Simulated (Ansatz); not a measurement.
## Electronic structure of Al in real space

Input

```
crystal:
  lattice:
    - [-3.9827256583, 3.9827256583, 0.0]
    - [-3.9827256583, 0.0, 3.9827256583]
    - [0.0, 3.9827256583, 3.9827256583]
  atoms:
    - { symbol: Al, position: [0.0125542165, -0.0125542165, 0.0125542165] }
    - { symbol: Al, position: [0.5, 0.0, 0.0] }
    - { symbol: Al, position: [0.0, 0.5, 0.0] }
    - { symbol: Al, position: [0.0, 0.0, 0.5] }
    - { symbol: Al, position: [0.5, 0.5, 0.0] }
    - { symbol: Al, position: [0.5, 0.0, 0.5] }
    - { symbol: Al, position: [0.0, 0.5, 0.5] }
    - { symbol: Al, position: [0.5, 0.5, 0.5] }
basis:
  ecutwfc: 420
kpoints:
  mp_grid: { grid: [14, 14, 14] }
hamiltonian:
  xc: pbe
  dispersion: d3bj
scf:
  occupations: { method: gaussian, width: 0.15 }
output:
  forces: true
  stress: true
  eigenvalues: true
  write_density: true
  write_potential: true
  elf: true
  volumetric_format: npy
```

Run with:

```sh
ansatz run input.yaml --threads 1 --pin off --max-ram 2560MiB --backend cpu --events-out ev --progress --plain --runs-dir out
```

Below, planes, directions and counts refer to the conventional cell (a = 5.63 Å, b = 5.63 Å, c = 7.97 Å, α = 90.00°, β = 90.00°, γ = 90.00°).

Space group I4mm; changed on purpose from its base cell (atom 1 (Al) moved +0.100 A along Cartesian [0 1 0]); not relaxed (largest force 0.5 eV/Å).

Computed with DFT PBE+D3(BJ), scalar-relativistic, plane waves, PAW in Ansatz.

Core electrons are frozen (PAW), and the valence fields are smoothed inside the atomic spheres.

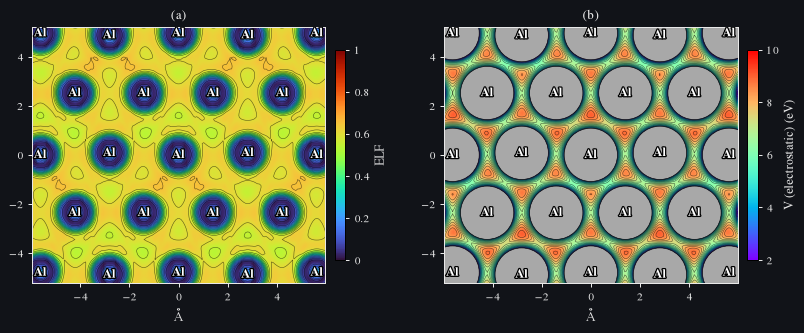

Figure 1. (a) electron localisation function; (b) electrostatic potential (local pseudopotential plus Hartree) felt by an electron on the (101) plane of the conventional cell. Grey discs cover the atomic cores in the potential map.

Describe what can be read from this map.

Atoms in the plane: Al. Al–Al (2.75 Å): the ELF peaks at about 0.65 between the atoms. Al–Al (2.82 Å): the ELF peaks at about 0.65 between the atoms. Al–Al (2.89 Å): the ELF peaks at about 0.60 between the atoms. Outside the cores the potential energy rises away from the atoms and is highest about 1.6 Å from the nearest atoms; its zero is arbitrary.

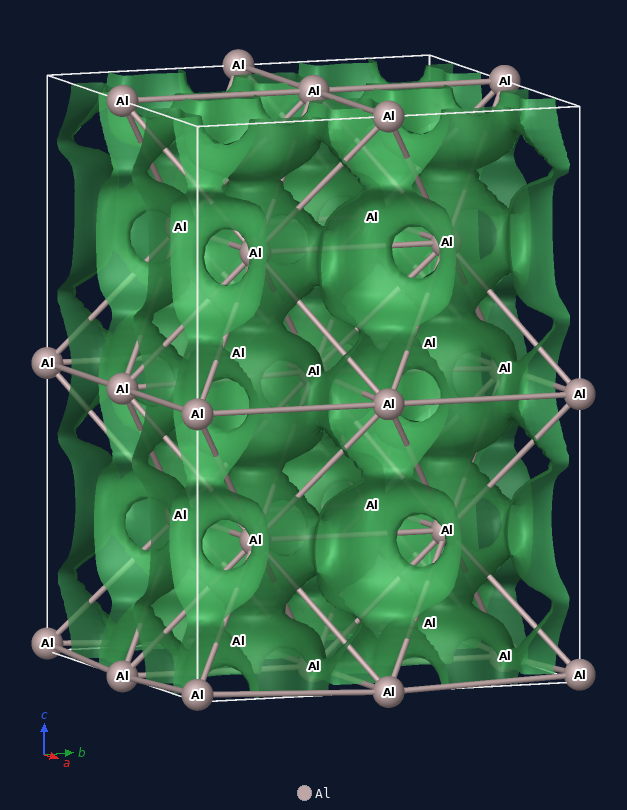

Figure 2. Isosurface of the electron localisation function at 0.55 (green), seen slightly off an axis. Only the valence region is drawn (cores and ρ < 0.01 e/Å³ removed). Sticks mark near contacts.

What do the ELF domains correspond to?

The surface consists of one network that runs through the whole crystal, counted in one cell of 16 atoms. Regions shared between cells count once. There are no localised bonds or lone pairs at this value.

Does the calculation make it a metal, or give it a gap?

It is metallic or semimetallic at this level of theory: no gap opens.
